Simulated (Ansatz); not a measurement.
Consider HgS.

```
Hg S
1.0
    -5.93010    5.93010    0.00000
    -5.93010    0.00000    5.93010
     0.00000    5.93010    5.93010
Hg S
8 8
Direct
  0.00000 0.00000 0.50000
  0.50000 0.00000 0.50000
  0.00000 0.50000 0.50000
  0.00000 0.00000 0.00000
  0.50000 0.50000 0.50000
  0.50000 0.00000 0.00000
  0.00000 0.50000 0.00000
  0.50000 0.50000 0.00000
  0.87500 0.87500 0.37500
  0.37500 0.87500 0.37500
  0.87500 0.37500 0.37500
  0.87500 0.87500 0.87500
  0.37500 0.37500 0.37500
  0.37500 0.87500 0.87500
  0.87500 0.37500 0.87500
  0.37500 0.37500 0.87500
```

Space group F-43m; a structure from a database of computed crystals, not necessarily the ambient phase.

Method: Ansatz 0.2.0, DFT r2SCAN, scalar-relativistic, plane waves, PAW.

Question: What will maps of the valence pseudo-density and electron localisation function show?

Answer: Hg–S (2.57 Å): ρ is about 0.44 e/Å³ halfway; the ELF peaks at about 0.90 in the valence shell of S, 0.8 Å from its nucleus, and drops to about 0.20 between the two atoms.

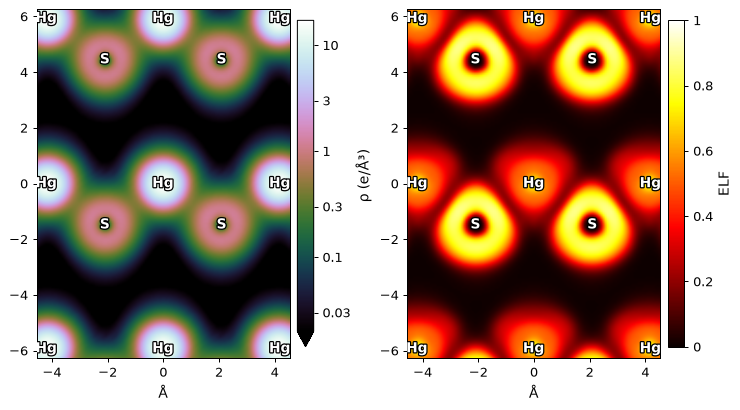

Computed valence pseudo-density and electron localisation function on the (101̄) plane of the calculation cell, in this order. 

In a PAW calculation such maps are meaningful between the atoms, not at the nuclei.
